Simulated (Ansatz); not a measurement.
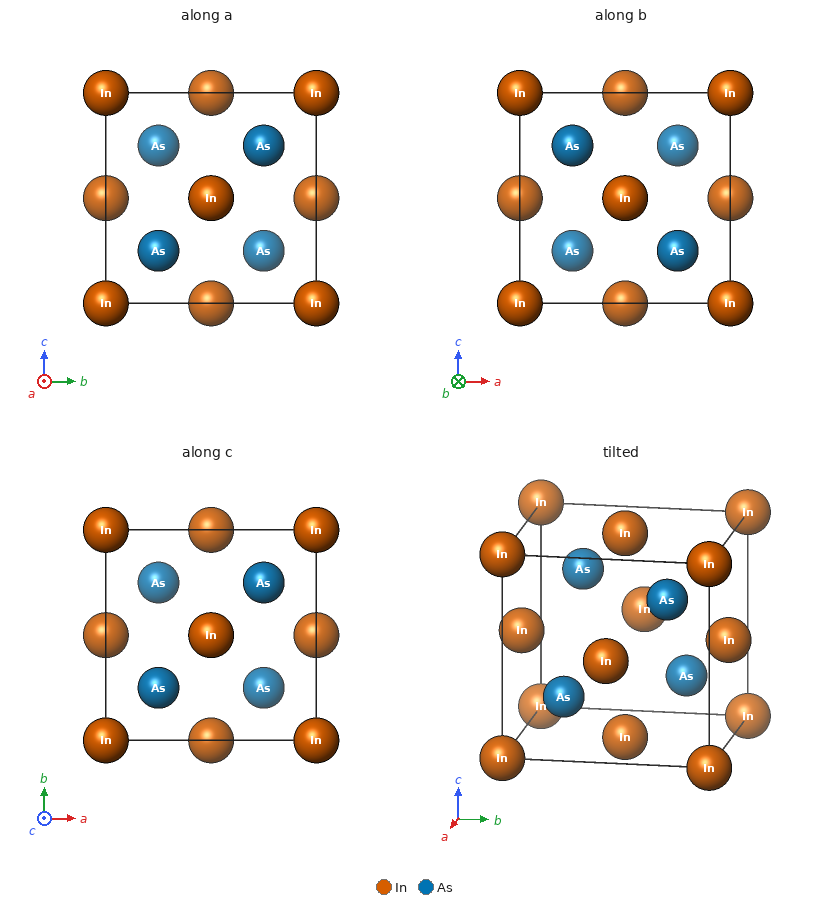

The image is a spheres-only drawing of a crystal, viewed along the a axis, along the b axis, along the c axis and slightly off an axis. Thin lines show the conventional unit cell, with boundary atoms drawn in all their periodic places.

Lattice parameters: a = 6.048 Å, b = 6.048 Å, c = 6.048 Å, α = 90.00°, β = 90.00°, γ = 90.00°.

**From the views, write a table of Wyckoff sites.**

Space group F-43m (No. 216).
```tsv
atom	site	x	y	z
In	4a	0.0000	0.0000	0.0000
As	4d	0.2500	0.2500	0.7500
```

Starting structure: a structure type filled with these elements by a generator (whether the compound takes this form wasn't checked). The cell was then strained or its atoms displaced on purpose. Ansatz was used for an electronic-structure calculation on it.
